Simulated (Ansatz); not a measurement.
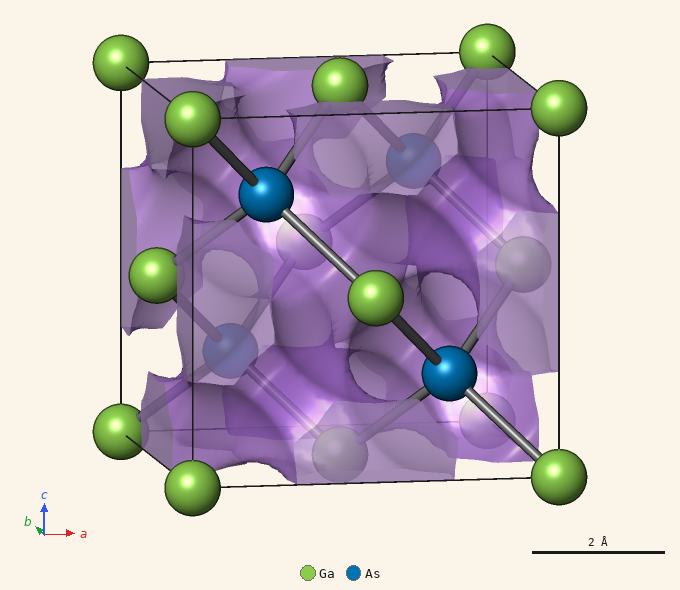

The purple surface encloses the points that the centre of a probe sphere of radius 0.40 Å can occupy in GaAs in space group F-43m, computed on a grid of about 0.16 Å (1×1×1 cells shown, view slightly off an axis; pale faces close the region where the box cuts it).

Atoms are hard spheres with covalent radii (Cordero): Ga 1.22 Å, As 1.19 Å.

The cell is taken from a calculation's input that goes back to an entry of the Crystallography Open Database (an earlier step may have relaxed or displaced it).

```
Ga As
1.0
     5.66617    0.00000    0.00000
     0.00000    5.66617    0.00000
     0.00000    0.00000    5.66617
Ga As
4 4
Direct
  0.00000 0.00000 0.00000
  0.00000 0.50000 0.50000
  0.50000 0.00000 0.50000
  0.50000 0.50000 0.00000
  0.25000 0.25000 0.75000
  0.25000 0.75000 0.25000
  0.75000 0.25000 0.25000
  0.75000 0.75000 0.75000
```

Describe the connectivity of the accessible space.

Where they connect, they form a three-dimensional network.

What share of the cell can the probe's centre reach?

About 36 % of the volume (65 Å³ of 181.9 Å³).

Give the largest included and the largest free sphere.

The largest sphere that fits anywhere has a diameter of 2.53 Å; the largest that can travel through the crystal, about 2.2 Å.

How does the connectivity change as the probe shrinks?

Below a radius of about 1.09 Å the space forms a three-dimensional network. These are grid estimates, good to about 0.05 Å.
